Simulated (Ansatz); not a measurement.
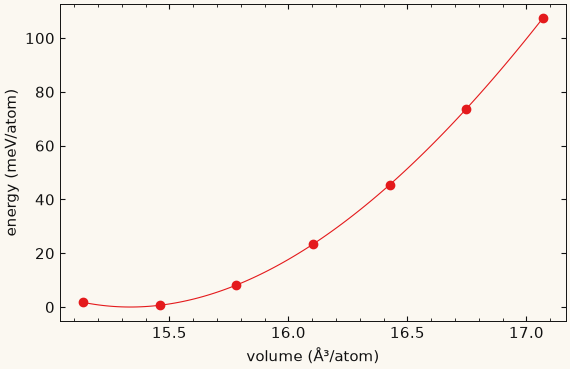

Plotted: energy against volume.

How it was computed, with Ansatz 0.2.0: all-electron LAPW DFT, no spin polarisation; energies at scaled volumes of the given cell, shape and fractions fixed, counted from the fit's minimum, third-order Birch-Murnaghan fit. Level: LDA.

**For which of these solids was it computed?**
A. Al, Im-3m (No. 229)
B. NbP, I4_1md (No. 109)
C. I, Cmce (No. 64)

B, NbP: energy from 1 meV/atom to 107 meV/atom, V0 15.34 Å³/atom, B0 213 GPa. The others give: I, energy from 0.15 meV/atom to 28.25 meV/atom, V0 41.19 Å³/atom, B0 28.1 GPa; Al, energy from 0.16 meV/atom to 18.42 meV/atom, V0 16.22 Å³/atom, B0 74 GPa.

For I, limits of the calculation: shape and atomic fractions are frozen while scaling, which makes layered, chain and framework solids too stiff.

For NbP, limits of the calculation: shape and atomic fractions are frozen while scaling, which makes layered, chain and framework solids too stiff.
